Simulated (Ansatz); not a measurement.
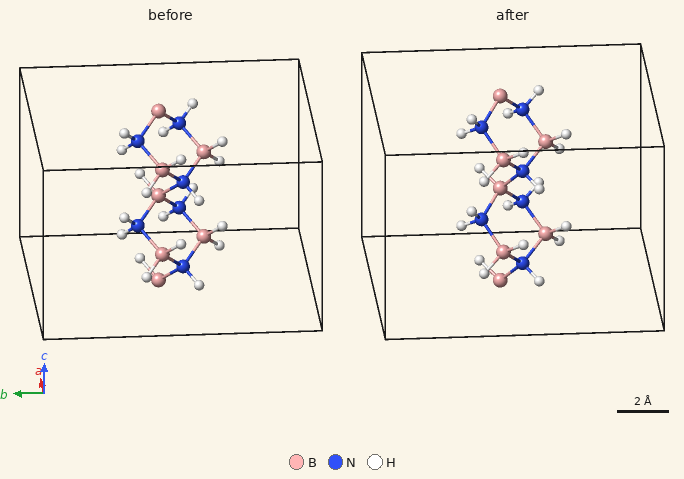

The structure of a wire of composition B$_{3}$H$_{10}$N$_{3}$ before (left) and after (right) a relaxation, at one scale.

The picture is a ball-and-stick view of the 2 repeat of the cell, with the vacuum cut short, seen from a free direction.

Case: wire along [0 0 1], 6 atoms a period, capped with H.

Level of theory: DFT PBE, scalar-relativistic, plane waves, PAW in Ansatz.

Input
```yaml
crystal:
  lattice:
    - [13.0, 0.0, 0.0]
    - [0.0, 13.3, 0.0]
    - [0.0, 0.0, 3.6246970245]
  atoms:
    - { symbol: B, position: [0.5386278385, 0.5377565339, 0.0] }
    - { symbol: B, position: [0.5386278385, 0.4014897285, 0.5] }
    - { symbol: "N", position: [0.6083335505, 0.4696231312, 0.75] }
    - { symbol: B, position: [0.3992164145, 0.5377565339, 0.5] }
    - { symbol: "N", position: [0.4689221265, 0.6058899366, 0.75] }
    - { symbol: "N", position: [0.4689221265, 0.4696231312, 0.25] }
    - { symbol: H, position: [0.5914775939, 0.5894141896, 0.1895459995] }
    - { symbol: H, position: [0.5914775939, 0.3498320728, 0.3104540005] }
    - { symbol: H, position: [0.4857780831, 0.3498320728, 0.6895459995] }
    - { symbol: H, position: [0.6536333409, 0.5139011218, 0.5875320004] }
    - { symbol: H, position: [0.6536333409, 0.4253451406, 0.9124679996] }
    - { symbol: H, position: [0.3463666591, 0.5894141896, 0.3104540005] }
    - { symbol: H, position: [0.3463666591, 0.4860988782, 0.6895459995] }
    - { symbol: H, position: [0.5142219169, 0.6501679272, 0.5875320004] }
    - { symbol: H, position: [0.4236223362, 0.6501679272, 0.9124679996] }
    - { symbol: H, position: [0.4236223362, 0.4253451406, 0.0875320004] }
basis:
  ecutwfc: 420
kpoints:
  mp_grid: { grid: [1, 1, 9] }
hamiltonian:
  xc: pbe
scf:
  occupations: { method: gaussian, width: 0.05 }
output:
  forces: true
  stress: true
  eigenvalues: true
  populations: true
  write_density: true
  write_potential: true
  elf: true
  volumetric_format: npy
relax:
  adjacent_minimum: "off"
  f_tol: 0.02
  max_steps: 45
  cell: { fix: [a, b, alpha, beta, gamma], stress_tol: 0.03 }
```

Command:
```bash
ansatz run input.yaml --threads 4 --pin off --max-ram 11264MiB --backend cpu --events-out ev --progress --plain --runs-dir out
```

Summarise the run.

Over 9 accepted moves (11 points after the start) the energy falls by 0.471 eV per cell of the calculation. The largest force component goes from 1.1 to 0.0046 eV/Å. The SCF was repeated twice at an unchanged geometry on a basis and grid sized afresh for the cell, which shifted the energy by 50.4 meV per cell of the calculation at most. The largest moves relative to the centre of the atoms, 0.28 Å, are those of H10 and H14. By element the largest moves are H 0.28 Å, N 0.13 Å, B 0.08 Å. Along the periodic axis the drawn cell goes c 7.249 → 7.905 Å (+9.0 %). Near-neighbour distances that change, for instance: B1–H7 1.190 → 1.228 Å, B2–N3 1.570 → 1.600 Å, B2–H9 1.190 → 1.214 Å, B2–N6 1.570 → 1.587 Å. Among the angles between lasting bonds that change: B1–N5–B4 109.5° → 117.8°, B1–N6–B2 109.5° → 114.8°, B2–N6–H16 109.5° → 104.4°. The run took 110 s on 4 threads of Intel(R) Xeon(R) Processor @ 2.50GHz (Skylake/Cascade Lake), on a shared host, peak memory 0.94 GiB.
